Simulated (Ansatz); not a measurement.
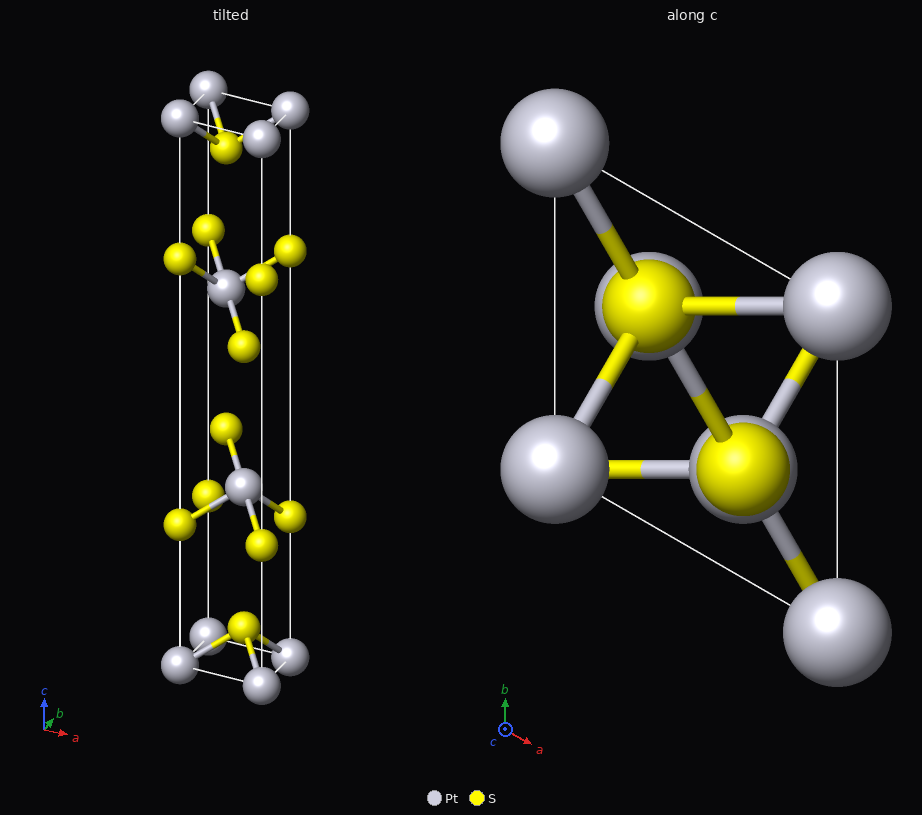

Figure: ball-and-stick view slightly off an axis and along the c axis. The parallelepiped is the conventional unit cell.

PtS2, cadmium chloride (CdCl₂) type, space group R-3m (No. 166), a = 3.435 Å, b = 3.435 Å, c = 16.973 Å, α = 90.00°, β = 90.00°, γ = 120.00°. Source of the structure: a structure type filled with these elements by a generator (whether the compound takes this form wasn't checked). The cell was then strained or its atoms displaced on purpose. Ansatz was used for an electronic-structure calculation on it.

This one geometry was computed with Ansatz (DFT, plane waves, PAW) at three levels of theory: PBE, HSE06 and r2SCAN.

Question: Which level gives the highest pressure at this volume, and what does that say about its equilibrium volume?

Answer: Highest: PBE (7.7 GPa), which points to the largest equilibrium volume. Lowest, with the smallest volume: HSE06 (3.3 GPa). Levels within 0.5 GPa of each other can't be told apart.

Question: How does the band gap change with the level of theory?

Answer: PBE: a gap of 0.96 eV, indirect; r2SCAN: a gap of 1.14 eV, indirect; HSE06: a gap of 1.79 eV, indirect.

Question: Collect the results in a table.

Answer:
| level | cutoff (eV) | k-mesh of the run's cell | gap (eV) | pressure (GPa) |
| --- | --- | --- | --- | --- |
| PBE | 420 | 8×8×8 | 0.96 | 7.7 |
| HSE06 | 420 | 6×6×6 | 1.79 | 3.3 |
| r2SCAN | 500 | 8×8×8 | 1.14 | 5.4 |

Gaps are taken on the k-mesh or band path of each run.
